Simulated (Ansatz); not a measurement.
**Energy of FeNi3 along an even scaling of the cell**

System: FeNi3 (4 atoms in the cell).
Method: DFT PBEsol, scalar-relativistic, plane waves, PAW, spin-polarised (Ansatz 0.2.0).

The 7 runs differ only in the geometry, by an even scaling of the cell at fixed fractional positions. The structure derives from an entry of the Crystallography Open Database.

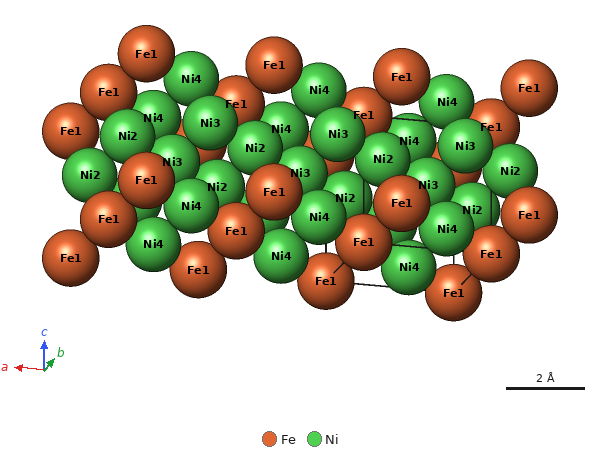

Figure 1. The structure of run 4 (spheres-only view of the cell of the calculation, repeated 3 × 2 × 1, seen at an oblique angle; atoms are numbered from 1 in the order of the input). An atom can appear more than once, as a periodic image.

**Input of run 4**
```yaml
crystal:
  lattice:
    - [3.4535805949, 0.0, 0.0]
    - [0.0, 3.4535805949, 0.0]
    - [0.0, 0.0, 3.4535805949]
  atoms:
    - { symbol: Fe, position: [0.0, 0.0, 0.0], spin: 3.13 }
    - { symbol: Ni, position: [0.0, 0.5, 0.5], spin: 0.75 }
    - { symbol: Ni, position: [0.5, 0.0, 0.5], spin: 0.75 }
    - { symbol: Ni, position: [0.5, 0.5, 0.0], spin: 0.75 }
basis:
  ecutwfc: 420
kpoints:
  mp_grid: { grid: [12, 12, 12] }
hamiltonian:
  xc: pbesol
scf:
  occupations: { method: gaussian, width: 0.1 }
output:
  forces: true
  stress: true
  eigenvalues: true
  populations: true
magnetization:
  spin_polarized: true
```

Command:
```bash
ansatz run input.yaml --threads 1 --pin off --max-ram 2560MiB --backend cpu --events-out ev --progress --plain --runs-dir out
```

Lattice vectors (Å) and fractional positions of run 4:
```
   3.453581    0.000000    0.000000
   0.000000    3.453581    0.000000
   0.000000    0.000000    3.453581
Fe  0.000000  0.000000  0.000000
Ni  0.000000  0.500000  0.500000
Ni  0.500000  0.000000  0.500000
Ni  0.500000  0.500000  0.000000
```

Run 6 differs from it as follows:
```diff
-    - [3.4535805949, 0.0, 0.0]
-    - [0.0, 3.4535805949, 0.0]
-    - [0.0, 0.0, 3.4535805949]
+    - [3.557249326, 0.0, 0.0]
+    - [0.0, 3.557249326, 0.0]
+    - [0.0, 0.0, 3.557249326]
```

**Results, with one run withheld**

| run | volume per atom (Å³) | free energy per atom, from the lowest run given (meV) | pressure (GPa) |
| --- | --- | --- | --- |
| 1 | 9.342 | 131.05 | 39.20 |
| 2 | 9.661 | 65.82 | 26.77 |
| 3 | 9.979 | 23.32 | 16.28 |
| 4 | 10.298 | 0.00 | 7.45 |
| 5 | 11.138 | 9.35 | −9.70 |
| 6 | 11.253 | ? | ? |
| 7 | 11.678 | 55.31 | −17.15 |

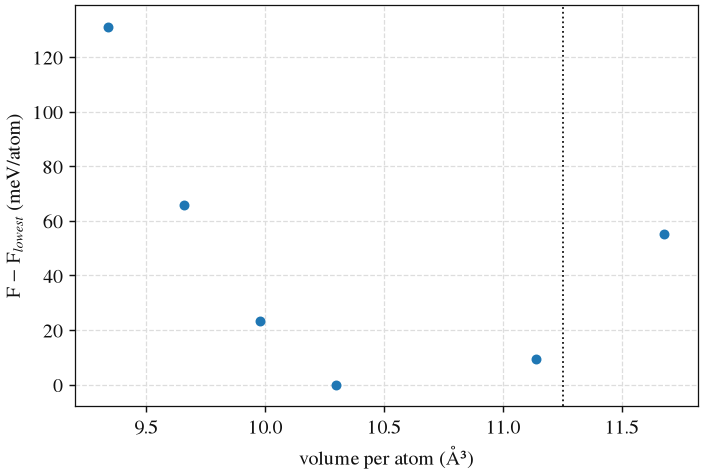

Figure 2. Free energy per atom of the runs given; the dotted line marks run 6.

What should run 6 give?

A cubic polynomial in V^(−2/3) (the Birch–Murnaghan form), fitted to the 6 runs given, misses them by at most 0.08 meV per atom. With x = V^(−2/3) − 0.21128 Å⁻², it reads F = 0.070715 + 3403.2 x + 4.0296e+05 x² + 6.8776e+05 x³ (meV per atom). At run 6 it gives 16.92 meV per atom, and the run itself gives 17.02. The slope of the fit gives a pressure −dF/dV of −11.49 GPa there, and the run prints −11.50 GPa. The fit has its minimum at 10.617 Å³ per atom, where V d²F/dV² gives 227 GPa: the bulk modulus at this level, since symmetry fixes the shape and the positions.

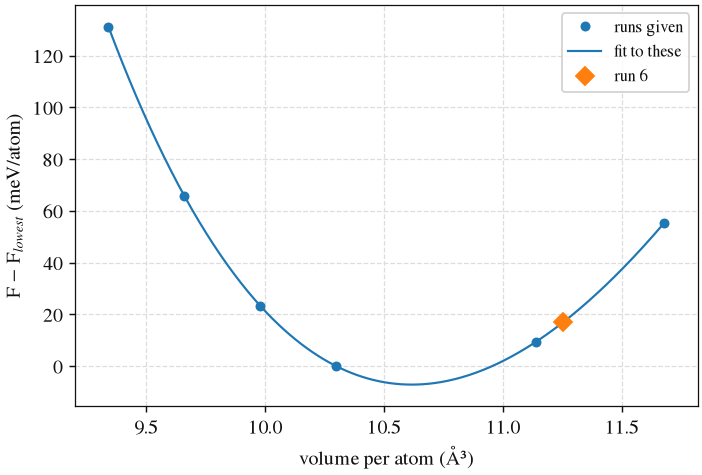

Figure 3. The fit and the withheld run.

**Output, shortened to warnings, some set-up lines, iterations and results (run 6)**
```
Basis set: ecut = 420 eV, 895 PW (Γ), exchange–correlation on 48×48×48 points (8 copies of the dense FFT grid, shifted against one another)
Symmetry: 48 space group operations
k-points: 84 of 1728
Initial density: superposition of atomic densities (chi_scale 0.1, normalization cell)
[...]
SCF iter   1: F=—  HF=-21862.289279 eV  |F-HF|=—  |Δ(HF+E_count)|=         —  Δρ=9.26e-2 (↑3.15e-2 ↓9.26e-2)  dr2=3.65e0  dr2_m=6.27e-1  M=5.456 μB ∫|m|=5.698 μB  β_m=0.30  …
SCF iter   2: F=—  HF=-21861.163201 eV  |F-HF|=—  |Δ(HF+E_count)|=    1.13e0  Δρ=3.21e-2 (↑2.42e-2 ↓3.21e-2)  dr2=5.13e-1  dr2_m=1.79e-1  M=5.282 μB ∫|m|=5.580 μB  β_m=0.33  …
SCF iter   3: F=—  HF=-21862.236400 eV  |F-HF|=—  |Δ(HF+E_count)|=    1.07e0  Δρ=1.85e-2 (↑1.81e-2 ↓1.85e-2)  dr2=2.00e-1  dr2_m=7.41e-2  M=5.174 μB ∫|m|=5.514 μB  β_m=0.56  …
SCF iter   4: F=—  HF=-21863.713630 eV  |F-HF|=—  |Δ(HF+E_count)|=    1.48e0  Δρ=2.81e-2 (↑1.10e-2 ↓2.81e-2)  dr2=4.66e-1  dr2_m=4.22e-2  M=4.885 μB ∫|m|=5.304 μB  β_m=0.60  …
SCF iter   5: F=—  HF=-21863.940856 eV  |F-HF|=—  |Δ(HF+E_count)|=   2.27e-1  Δρ=1.55e-2 (↑9.15e-3 ↓1.55e-2)  dr2=1.69e-1  dr2_m=1.12e-2  M=4.843 μB ∫|m|=5.277 μB  β_m=0.70  …
[... 6 lines ...]
SCF iter  12: F=—  HF=-21864.011898 eV  |F-HF|=—  |Δ(HF+E_count)|=   5.50e-7  Δρ=3.98e-5 (↑1.87e-5 ↓3.98e-5)  dr2=9.90e-7  dr2_m=5.74e-8  M=4.815 μB ∫|m|=5.267 μB  β_m=0.74  …
SCF iter  13: F=—  HF=-21864.011898 eV  |F-HF|=—  |Δ(HF+E_count)|=   2.12e-7  Δρ=1.84e-5 (↑8.18e-6 ↓1.84e-5)  dr2=2.19e-7  dr2_m=1.28e-8  M=4.815 μB ∫|m|=5.267 μB  β_m=0.87  …
SCF iter  14: F=—  HF=-21864.011898 eV  |F-HF|=—  |Δ(HF+E_count)|=   4.02e-8  Δρ=3.46e-6 (↑1.69e-6 ↓3.46e-6)  dr2=8.26e-9  dr2_m=4.00e-10  M=4.815 μB ∫|m|=5.267 μB  β_m=0.89  …
SCF iter  15: F=-21864.011898 eV  HF=-21864.011898 eV  |F-HF|=1.55e-9  |Δ(HF+E_count)|=   2.33e-9  Δρ=1.48e-6 (↑4.03e-7 ↓1.48e-6)  dr2=1.65e-9  dr2_m=1.55e-10  M=4.815 μB …
SCF 1 converged in 15 iterations: F = -21864.011898 eV  dr2 = 1.65e-9
SCF converged after 15 iterations
Magnetization: 4.8152 μB (37.4076 up, 32.5924 down)
Absolute magnetization: 5.2701 μB (∫|ρ↑−ρ↓|, with the PAW one-centre terms)
Spin contamination: 0.0980 ħ² per cell (⟨S²⟩ above its minimum at these occupations)
Per-site moments (μB) at R_I (Å): [(2.9147626655162395, 1.0375839873241737), (0.6788791675301941, 1.0375839873241737), (0.6788791675301935, 1.0375839873241737), (0.6788791675301937, 1.0375839873241737)]
Free energy (F): -21864.011898 eV
Harris-Foulkes:  -21864.011898 eV  (|F-HF|=1.55e-9)
Internal energy: -21863.996965 eV  (E = F + TS)
E sigma→0 (E₀):  -21864.004431 eV
Entropy (-TS):   -0.014933 eV (-3.733 meV/atom)
Fermi energy:    17.852582 eV
--- Per-component energies (eV) ---
  E_band       = -1103.357339
  E_kinetic    = 1193.640592
  E_local      = -12554.355143  (includes V_loc(G=0)·N_el)
  E_nonlocal   = 2130.177272
  E_hartree    = 5235.822448
  E_xc         = -369.294438
  E_vxc        = -477.733176  (∫ρ·V_xc dr)
  E_paw        = -6119.441433  (= ΣΔE_a)
  E_vpaw       = -1866.734450  (= ΣTr[D̂ρ^β])
  E_aug_tail   = 0.001820  (compensation charges beyond the density's cutoff)
  E_ewald      = -11381.319151
  E_core_change = 0.771068  (= ΣΔE_core)
  E_smearing   = -0.014933  (= −TS)
  E_closure    = 0.000000  (closes the sum)
  Σ components = -21864.011898   (vs F -21864.011898, Δ=0.00e0)
--- Forces (eV/Å), atoms counted from 1 ---
  atom   1  Fe    -0.00000000     0.00000000    -0.00000000
  atom   2  Ni     0.00000000     0.00000000     0.00000000
  atom   3  Ni     0.00000000    -0.00000000     0.00000000
  atom   4  Ni     0.00000000    -0.00000000     0.00000000
  max |Σ_I F_I| component: 2.39e-28 eV/Å
--- Stress (GPa, compression-positive) ---
      -11.496476       0.000000       0.000000
       -0.000000     -11.496476      -0.000000
        0.000000       0.000000     -11.496476
  P = ⅓ Tr σ = -11.4965 GPa (-114.965 kbar)
--- Löwdin populations: 4 sites ---
  site symbol       q [e]    m [muB]
     0     Fe     15.6924     2.9568
     1     Ni     17.7953     0.6737
     2     Ni     17.7953     0.6737
     3     Ni     17.7953     0.6737
  spilling = 0.013166 (of n_electrons = 70.000000)
```
